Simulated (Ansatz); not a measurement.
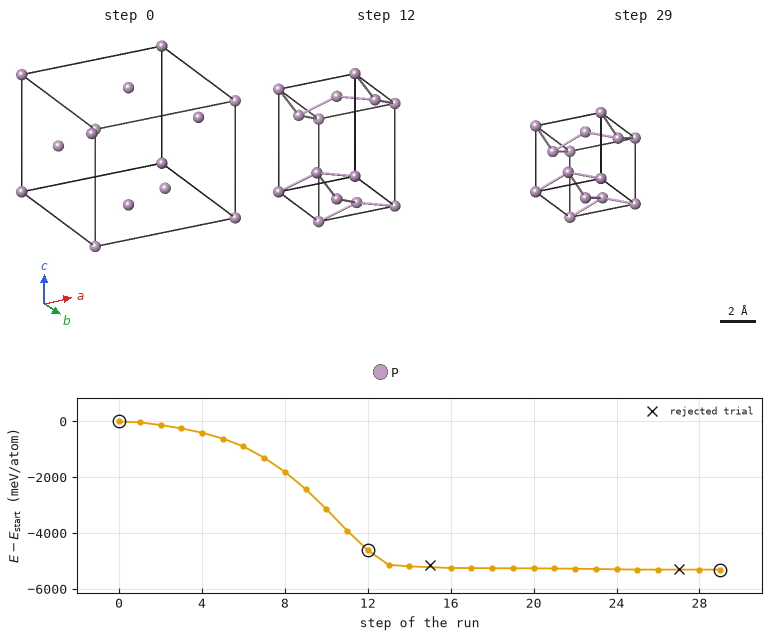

Frames of a relaxation of a crystal of P (set up in P4/nmm), marked on the history of the run. Style: ball-and-stick. Shown: the cell of the calculation, from a free direction.

Case: no spin polarisation.

These are results of Ansatz 0.2.0, DFT r2SCAN, scalar-relativistic, plane waves, PAW, not measurements. Settings: plane-wave cutoff 500 eV; k-point mesh 4 × 4 × 4; occupations gaussian; smearing width 0.02 eV; no spin polarisation; cell and atoms relaxed; force threshold 0.01 eV/Å; at most 60 steps.

Q: What happens along the run?

A: The run was cut off at its time limit before the program reported convergence, but its last step already meets the force threshold: the largest component is 0.0023 eV/Å against 0.01 eV/Å. The pressure is within 0.01 GPa of its target. The largest moves relative to the cell, 0.75 Å, are those of P atoms. Cell: a = b 9.200 → 4.282 Å (−53.5 %), c 7.400 → 4.167 Å (−43.7 %). Volume −87.8 %. Some distances before and after: P–P 5.372 → 2.290 Å. New bonds form, among them: P–P (5.37 → 2.29 Å). The space group stays P4/nmm (No. 129). After 27 accepted moves (29 points after the start) the energy has fallen by 5305 meV per atom. The largest force component goes from 0.32 to 0.0023 eV/Å. The pressure goes from −0.69 to −0.01 GPa. The line search rejected the trial steps at points 15, 27 of the run. Cost: 11 min on 1 thread of Intel(R) Xeon(R) 6975P-C (Granite Rapids), on a shared host, peak memory 2 GiB. From step 0 to 12: P atoms move most (1.72 Å), volume −74.1 %, energy −4607 meV per atom. From step 12 to 29: P atoms move most (0.36 Å), volume −53.0 %, energy −698 meV per atom.

```
step  E − E(0), meV/atom  largest force component, eV/Å  pressure, GPa  volume, Å³/atom      note
   0                0.00                         0.3157          -0.69          156.584          
   1              -34.81                         0.3475          -0.78          152.196          
   2             -128.02                         0.4220          -1.01          142.334          
   3             -247.86                         0.4996          -1.32          132.345          
   4             -403.78                         0.5787          -1.72          122.105          
   5             -610.93                         0.6558          -2.27          111.451          
   6             -895.03                         0.7341          -3.03          100.150          
   7            -1298.35                         0.8371          -4.12           88.045          
   8            -1804.18                         1.0215          -5.49           76.698          
   9            -2421.26                         1.1830          -7.14           66.350          
  10            -3136.35                         1.3442          -8.83           56.908          
  11            -3909.21                         0.7950          -9.85           48.300          
  12            -4607.49                         0.3506          -9.60           40.608          
  13            -5132.85                         0.1094          -5.45           33.595          
  14            -5187.45                         0.3385           6.94           27.327          
  15            -5130.82                         1.8673          -4.94           30.747  rejected
  16            -5247.42                         0.2024          -1.08           30.132          
  17            -5248.33                         0.4503          -1.22           29.650          
  18            -5255.44                         0.0138          -0.14           28.188          
  19            -5256.99                         0.0595           0.03           27.464          
  20            -5258.74                         0.2032           0.37           26.565          
  21            -5264.39                         0.3087           0.77           24.889          
  22            -5272.50                         0.4635           0.79           23.324          
  23            -5281.46                         0.6285           1.15           21.702          
  24            -5295.00                         0.5364           0.90           20.148          
  25            -5303.91                         0.0721          -0.13           19.576          
  26            -5304.27                         0.0426           0.21           19.417          
  27            -5295.52                         0.2501           1.05           17.919  rejected
  28            -5304.97                         0.0184          -0.08           19.215          
  29            -5305.09                         0.0023          -0.01           19.104
```

Limits of the set-up: layers or molecules are held without a dispersion correction, so their spacing is unreliable.
